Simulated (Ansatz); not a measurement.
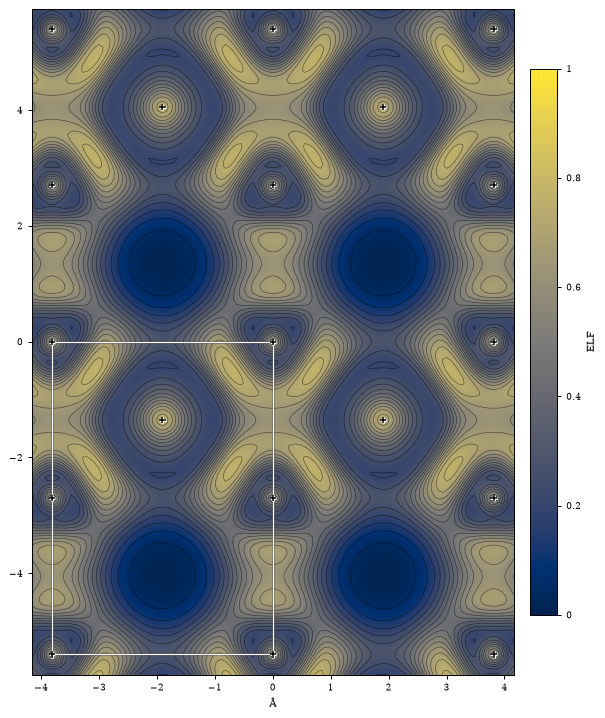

The electron localisation function on a plane through atoms (crosses mark nuclei in the plane).

Level of theory: DFT PBEsol, scalar-relativistic, plane waves, PAW in Ansatz.

Candidates:
A. Si2Ni, a = 6.42 Å, b = 3.81 Å, c = 3.81 Å, α = 90.00°, β = 122.91°, γ = 90.00°. Space group C2/m; a structure from a database of computed crystals, not necessarily the ambient phase; computed without spin polarisation.
B. WC, a = 4.35 Å, b = 4.35 Å, c = 4.35 Å, α = 90.00°, β = 90.00°, γ = 90.00°. Space group Fm-3m; a structure from a database of computed crystals, not necessarily the ambient phase.

Question: Which candidate gave the map?

Answer: Candidate A: Si2Ni on the (101̄) plane of the conventional cell, which holds Si and Ni.
